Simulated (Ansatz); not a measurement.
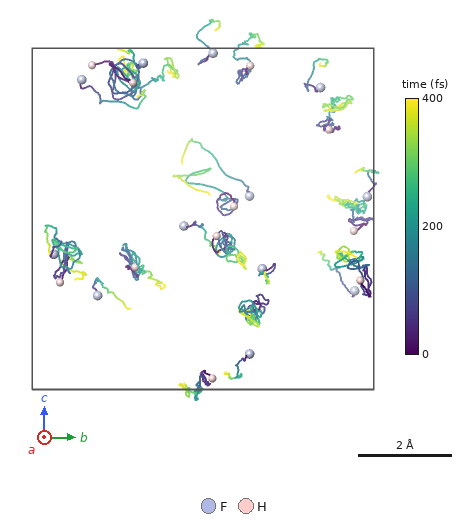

A Born-Oppenheimer molecular dynamics run of a periodic cell with 12 HF at 0.977 g/cm³, 400 fs long. It starts from the last geometry of an earlier run, with fresh velocities. Lines trace each atom's path, coloured by time; spheres stand at the starting positions. Seen along the a axis in the simulation cell.

Level of theory: DFT PBE-D3(BJ), scalar-relativistic, plane waves, PAW in Ansatz 0.2.0. Settings: plane-wave cutoff 420 eV; k-point mesh 1 × 1 × 1; Fermi-Dirac smearing 0.02 eV; low-accuracy preset; Langevin thermostat and barostat (NPT); set temperature 300 K; time step 2 fs; friction 0.005 per fs; target pressure 0 GPa.

Input
```yaml
accuracy: low
crystal:
  lattice:
    - [7.41686, 0.0, 0.0]
    - [0.0, 7.41686, 0.0]
    - [0.0, 0.0, 7.41686]
  atoms:
    - { symbol: F, position: [0.22264929, -0.01886236, 0.56450051] }
    - { symbol: H, position: [0.15105765, -0.05858747, 0.46442362] }
    - { symbol: F, position: [0.39265829, 0.44384522, 0.47896896] }
    - { symbol: H, position: [0.49242963, 0.539869, 0.44951755] }
    - { symbol: F, position: [0.77021202, 0.32498023, 0.956098] }
    - { symbol: H, position: [0.65516409, 0.29439696, 0.89876808] }
    - { symbol: F, position: [0.24783307, 0.84390755, 0.88439774] }
    - { symbol: H, position: [0.24634483, 0.8685729, 0.76101772] }
    - { symbol: F, position: [0.7554068, 0.63617914, 0.10402603] }
    - { symbol: H, position: [0.76206147, 0.52703398, 0.03240813] }
    - { symbol: F, position: [0.07653982, 0.63586419, 0.56667047] }
    - { symbol: H, position: [0.19578862, 0.59047568, 0.5364313] }
    - { symbol: F, position: [0.38034248, 0.52926572, 0.98492236] }
    - { symbol: H, position: [0.32252063, 0.63805951, 0.948034] }
    - { symbol: F, position: [0.68080429, 0.06264578, 0.39592536] }
    - { symbol: H, position: [0.59407141, 0.08092984, 0.31361009] }
    - { symbol: F, position: [0.47987699, 0.14462265, 0.9074764] }
    - { symbol: H, position: [0.36244639, 0.17469377, 0.94975702] }
    - { symbol: F, position: [0.58169712, 0.67331598, 0.35365995] }
    - { symbol: H, position: [0.62874511, 0.63643363, 0.23242238] }
    - { symbol: F, position: [0.03708772, 0.94388452, 0.28876182] }
    - { symbol: H, position: [-0.09056512, 0.96026563, 0.31927505] }
    - { symbol: F, position: [0.41272702, 0.19100221, 0.27512598] }
    - { symbol: H, position: [0.39478595, 0.30116159, 0.35849364] }
basis:
  ecutwfc: 420.0
kpoints:
  mp_grid: { grid: [1, 1, 1] }
hamiltonian:
  xc: pbe
  dispersion: d3bj
scf:
  occupations: { method: fermi_dirac, width: 0.02 }
  lower_state_search: "off"
  max_iter: 75
md:
  timestep: 2.0
  n_steps: 200
  ensemble: npt_langevin
  temperature: 300.0
  initial_velocities: maxwell_boltzmann
  seed: 187520
  friction: 0.005
  pressure: 0.0
  fix_cell: [angles]
```

Command:
```bash
ansatz run input.yaml --threads 1 --pin off --max-ram 3072MiB --backend cpu --events-out ev --progress --plain --runs-dir out
```

How do the atoms move?

Root-mean-square distances from the starting positions over the second half, with the common drift of all atoms taken out: F 0.86 Å, H 0.80 Å. The molecules turn and drift from their places. The conserved quantity moves between −2.8 and 3.6 meV per atom from its start, in jumps that begin near 0 fs. That is too much for reliable dynamics. The time step of 2 fs is long for the fastest vibrations here (lightest element hydrogen).

Limits of the set-up: the program's low-accuracy preset was used; the periodic images lie only 7.4 Å apart, so the values are limited by the cell's size.
